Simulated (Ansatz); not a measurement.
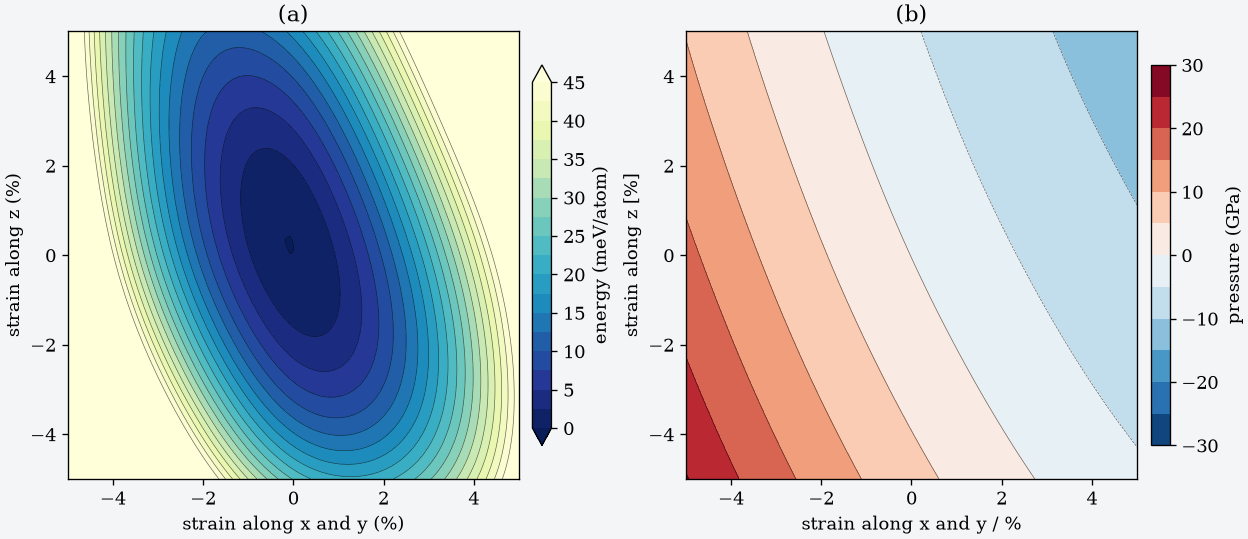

Si (I4_1/amd, No. 141; 2 atoms in the cell). The cell is strained homogeneously, by one strain along x and y and another along z, with fractional coordinates fixed (x along [1 0 0], z along [0 0 1] of the conventional cell). Coordinates scanned: (1) strain along x and y; (2) strain along z. The grid has 5 × 5 points. Points are written as (first, second). Energies are in meV/atom, from the lowest grid point. All numbers below come from DFT LDA, scalar-relativistic, plane waves, PAW (Ansatz). Settings: cutoff 420 eV, k-mesh 26×26×26, gaussian smearing 0.15 eV, no spin polarisation.

Panel (a) is the energy and panel (b) the computed pressure on the same grid.

The picture shows filled contours, one colour for all values above the top of the scale. Between grid points the surface is interpolated.

Question: How does the pressure vary over the map, and what is it at the lowest grid point?

Answer: It runs from −12.3 GPa at (5.0 %, 5.0 %) to 25.3 GPa at (−5.0 %, −5.0 %). At the lowest grid point, (0.0 %, 0.0 %), it is −0.1 GPa.
